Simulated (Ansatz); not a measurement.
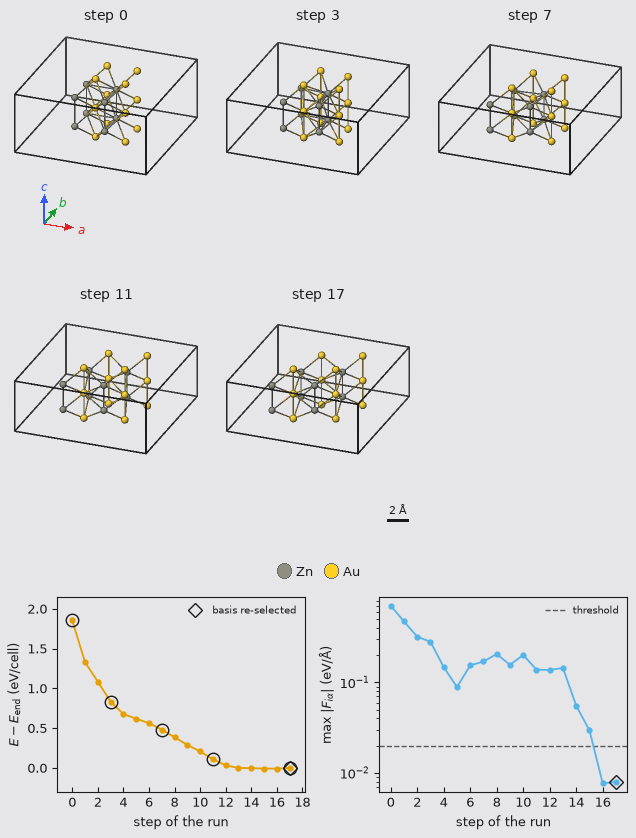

Frames of a relaxation of a wire of composition ZnAu, marked on the history of the run. A ball-and-stick model of the 2 repeat of the cell, with the vacuum cut short, seen from a free direction.

Case: wire along [0 0 1], 8 atoms a period.

The calculation used DFT PBE, scalar-relativistic, plane waves, PAW (Ansatz 0.2.0). Settings: plane-wave cutoff 420 eV; k-point mesh 1 × 1 × 10; occupations gaussian; smearing width 0.05 eV; no spin polarisation; cell relaxed at fixed a, b, alpha, beta, gamma; force threshold 0.02 eV/Å; at most 45 steps.

Question: Describe the path.

Answer: The largest move relative to the layer's centre is that of a Zn atom, 1.59 Å. By element the largest moves are Zn 1.59 Å, Au 1.54 Å. Along the periodic axis the drawn cell goes c 6.373 → 5.434 Å (−14.7 %). Near-neighbour distances that change, for instance: Au–Zn 2.760 → 5.485 Å, Zn–Zn 3.187 → 4.107 Å, Zn–Zn 3.187 → 2.717 Å, Au–Au 3.187 → 2.717 Å. Bonds break: Au–Zn (2.76 → 5.49 Å). Among the angles between lasting bonds that change: Zn–Au–Zn 180.0° → 108.2°, Au–Zn–Au 180.0° → 112.5°, Au–Zn–Au 70.5° → 105.0°. Over 16 accepted moves (17 points after the start) the energy falls by 1.854 eV per cell of the calculation. The largest force component goes from 0.71 to 0.008 eV/Å. The SCF was repeated once at an unchanged geometry on a basis and grid sized afresh for the cell, which shifted the energy by 7.9 meV per cell of the calculation at most. From step 0 to 3: an Au atom moves most (0.42 Å), energy −1.021 eV per cell of the calculation. From step 3 to 7: a Zn atom moves most (0.57 Å), energy −0.351 eV per cell of the calculation. From step 7 to 11: a Zn atom moves most (0.75 Å), energy −0.371 eV per cell of the calculation. From step 11 to 17: Zn and Au atoms move most (0.38 Å), energy −0.111 eV per cell of the calculation.

```tsv
step	E − E(0), meV/atom	largest force component, eV/Å	note
0	0.00	0.7079	
1	-65.59	0.4738	
2	-96.14	0.3209	
3	-127.67	0.2823	
4	-147.01	0.1479	
5	-154.33	0.0889	
6	-161.30	0.1544	
7	-171.50	0.1707	
8	-183.43	0.2062	
9	-195.43	0.1567	
10	-205.84	0.2017	
11	-217.93	0.1384	
12	-227.65	0.1373	
13	-231.63	0.1447	
14	-232.09	0.0553	
15	-232.59	0.0294	
16	-232.76	0.0076	
17	-231.77	0.0080	same geometry, new basis
```

Limits of the set-up: the k-point mesh is coarse for a cell with partly filled bands.
